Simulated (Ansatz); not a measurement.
Consider CsSnI$_{3}$.

Input file:

```
crystal:
  lattice:
    - [6.2057, 0.0, 0.0]
    - [0.0, 6.2057, 0.0]
    - [0.0, 0.0, 6.2057]
  atoms:
    - { symbol: Cs, position: [0.0, 0.0, 0.0] }
    - { symbol: I, position: [0.5, 0.5, 0.0] }
    - { symbol: I, position: [0.5, 0.0, 0.5] }
    - { symbol: I, position: [0.0, 0.5, 0.5] }
    - { symbol: Sn, position: [0.5, 0.5, 0.5] }
hamiltonian:
  xc: pbe
  pseudopotentials: { kind: paw }
kpoints:
  mp_grid: { grid: [5, 5, 5] }
scf:
  occupations: { method: fermi_dirac, width: 0.05 }
output:
  forces: true
  stress: true
  write_density: true
  write_potential: true
  elf: true
  volumetric_format: npy
relax:
  f_tol: 0.01
  max_steps: 40
  cell: { stress_tol: 0.05 }
```

Launched as:

```sh
ansatz run input.yaml --threads 2 --pin off --max-ram 5632MiB --backend cpu --events-out ev --progress --plain --runs-dir out
```

Below, planes, directions and counts refer to the conventional cell (a = 6.27 Å, b = 6.27 Å, c = 6.27 Å, α = 90.00°, β = 90.00°, γ = 90.00°).

The fields are those of the run's last geometry, not of the input's.

Space group Pm-3m.

The calculation used Ansatz 0.2.0, Kohn-Sham DFT of a periodic cell, PBE, Ansatz PAW.

**What can the converged valence pseudo-density and electron localisation function tell about the bonding?**

Sn–I (3.14 Å): ρ is about 0.21 e/Å³ halfway; the ELF peaks at about 0.65 in the valence shell of I, 1.3 Å from its nucleus, and drops to about 0.30 between the two atoms.
Cs–I (4.43 Å): ρ at the midpoint is about 0.02 e/Å³; the ELF peaks at about 0.80 in the valence shell of I, 1.4 Å from its nucleus, and drops to about 0 between the two atoms (an ionic contact with no shared pair).

**Does the calculation give a band gap?**

It is gapped, with a Kohn–Sham gap of 1.8 eV on the k-point mesh (the band edges may lie off the mesh, which would make the gap smaller).

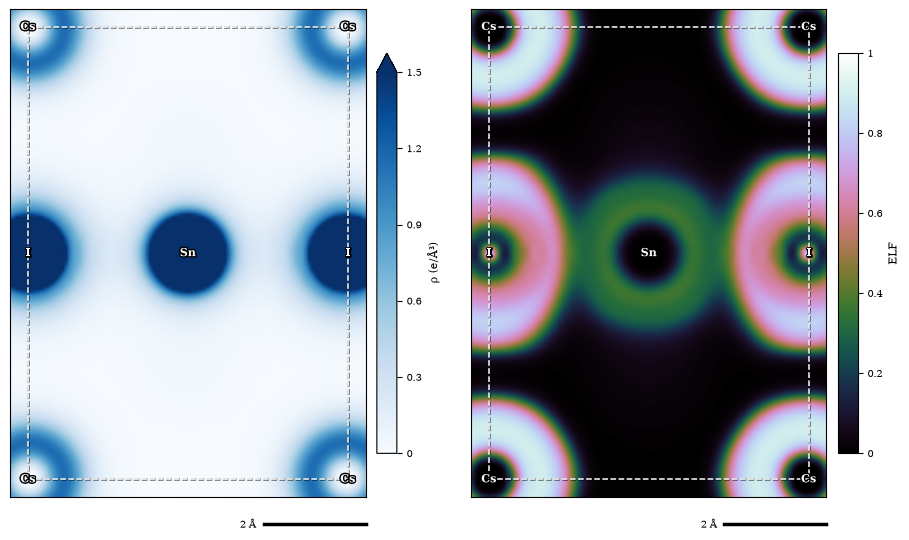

Computed valence pseudo-density and electron localisation function on the (101̄) plane of the conventional cell, in this order. 

In a PAW calculation such maps are meaningful between the atoms, not at the nuclei.
